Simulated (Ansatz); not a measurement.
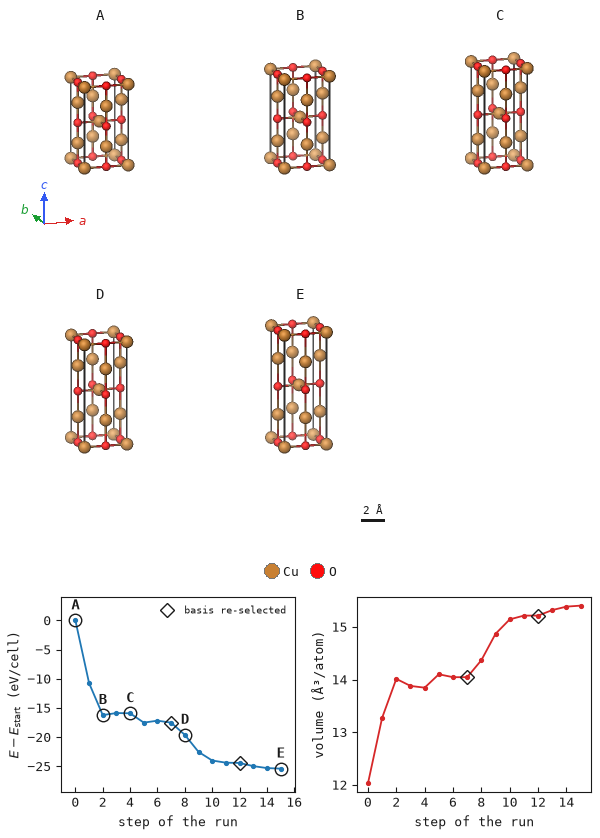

Frames of a relaxation of crystalline Cu3O2 (set up in I4/mmm) (cell charge −6), marked on the history of the run. Style: ball-and-stick. Shown: the conventional cell (2 times the calculation's cell), slightly off an axis. Lengths and directions refer to the drawn axes.

The run lets cell and atoms move.

Method: Ansatz, Kohn-Sham DFT of a periodic cell, PBEsol, Ansatz PAW.

Input file:
```yaml
crystal:
  lattice:
    - [-2.022982, 2.022982, 3.673617]
    - [2.022982, -2.022982, 3.673617]
    - [2.022982, 2.022982, -3.673617]
  atoms:
    - { symbol: Cu, position: [0.0, 0.0, 0.0] }
    - { symbol: Cu, position: [0.75, 0.25, 0.5] }
    - { symbol: Cu, position: [0.25, 0.75, 0.5] }
    - { symbol: O, position: [0.5, 0.0, 0.5] }
    - { symbol: O, position: [0.0, 0.5, 0.5] }
hamiltonian:
  xc: pbesol
  pseudopotentials: { kind: paw }
kpoints:
  mp_grid: { grid: [9, 9, 9] }
scf:
  occupations: { method: fermi_dirac, width: 0.05 }
  max_iter: 80
output:
  forces: true
  stress: true
  eigenvalues: true
relax:
  f_tol: 0.01
  max_steps: 40
  cell: { stress_tol: 0.05 }
total_charge: -6
```

Run as
```bash
ansatz run input.yaml --threads 2 --pin off --max-ram 5632MiB --backend cpu --events-out ev --progress --plain --runs-dir out
```

### What happens along the run?

The run was cut off at its time limit before the relaxation converged, so the last structure is only a point on the way. The input was poor on purpose: a charge that the system can't hold. The atoms keep their places relative to the cell (all moves are under 0.005 Å). The volume changes by +28.1 %, with a = b 4.046 → 3.891 Å (−3.8 %), c 7.347 → 10.174 Å (+38.5 %). Near-neighbour distances that change, for instance: Cu–O 1.837 → 2.543 Å, Cu–O 2.023 → 1.946 Å. The space group stays I4/mmm (No. 139). After 13 accepted moves (15 points after the start) the energy has fallen by 25.392 eV per cell of the calculation. All forces vanish by symmetry, so only the cell relaxes. Pressure: 38.98 GPa at the start and −0.01 GPa at the end. At 2 points the geometry stayed and the basis and grid were re-selected for the new cell (energy shift of 0.340 eV per cell of the calculation at most each time). The run took 40 s on 2 threads of AMD EPYC 9R45 96-Core Processor (Zen 5), with other jobs on the host, peak memory 0.58 GiB. From step 0 to 2: volume +16.5 %, energy −16.218 eV per cell of the calculation. From step 2 to 4: volume −1.2 %, energy +0.306 eV per cell of the calculation. From step 4 to 8: volume +3.8 %, energy −3.699 eV per cell of the calculation. From step 8 to 15: volume +7.2 %, energy −5.781 eV per cell of the calculation.

```
step  E − E(0), meV/atom  pressure, GPa  volume, Å³/atom                      note
   0                0.00          38.98           12.027                          
   1            -2148.27          18.68           13.273                          
   2            -3243.56           8.40           14.013                          
   3            -3173.17           5.84           13.879                          
   4            -3182.34           3.16           13.846                          
   5            -3501.67          -0.59           14.100                          
   6            -3434.92          -0.01           14.045                          
   7            -3502.96           5.73           14.045  same geometry, new basis
   8            -3922.18           3.78           14.368                          
   9            -4504.64           1.31           14.869                          
  10            -4800.35           0.28           15.143                          
  11            -4875.18           0.01           15.215                          
  12            -4883.42           0.33           15.215  same geometry, new basis
  13            -4992.28           0.16           15.319                          
  14            -5059.62           0.01           15.385                          
  15            -5078.38          -0.01           15.404
```

Limits of the set-up: the cell is charged, on a uniform background, and energies carry no finite-size correction.
